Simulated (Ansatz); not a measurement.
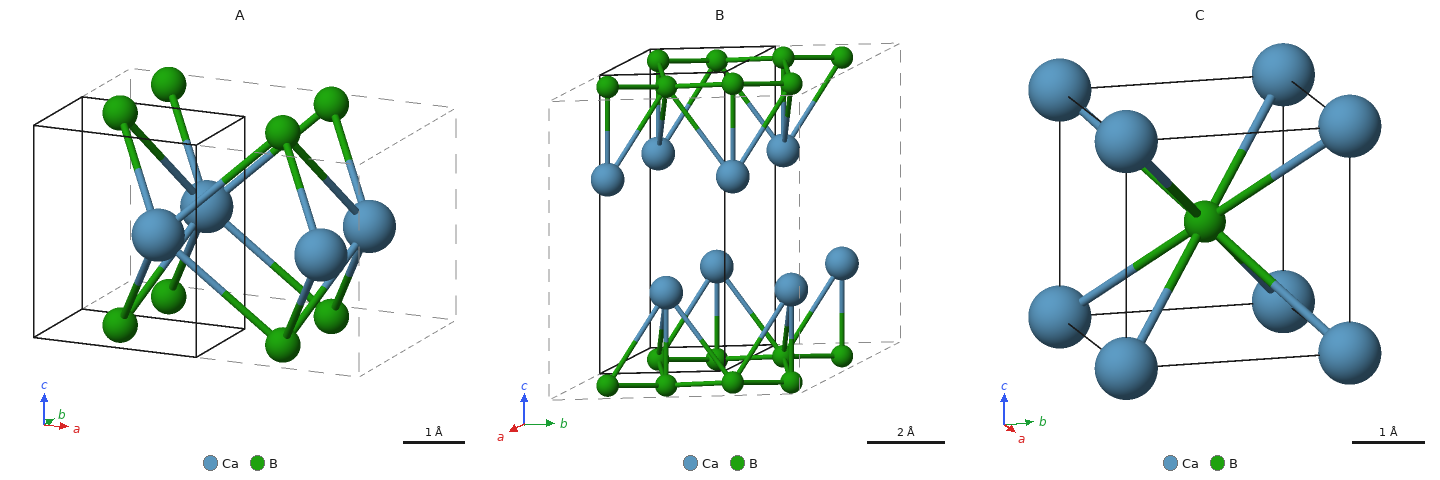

Three structures of CaB, each relaxed to rest (conventional cells in solid outline, small ones repeated, each panel with its own scale). Method: DFT PBE, scalar-relativistic, plane waves, PAW (Ansatz), without spin polarisation.

**Give the type and space group of each panel.**

A: tungsten carbide (WC) type, P-6m2; B: 4 atoms a cell on a primitive hexagonal lattice, P-3m1; C: caesium chloride (CsCl, B2) type, Pm-3m.

**Which of these is lowest in energy, and how far above it do the others lie?**

B, then C (+243 meV/atom) and A (+533 meV/atom), energies at zero smearing.

**Collect the results in a table.**

| panel | structure | E − E(lowest) (meV/atom) | volume (Å³/atom) | gap (eV) |
| --- | --- | --- | --- | --- |
| B | P-3m1 | 0 | 18.9 | metal |
| C | Pm-3m | 243 | 17.4 | metal |
| A | P-6m2 | 533 | 20.9 | metal |

Some of these may be structure types tried for this composition rather than known phases, and the most stable form need not be among them. Gaps are taken on the k-mesh or band path of each run.
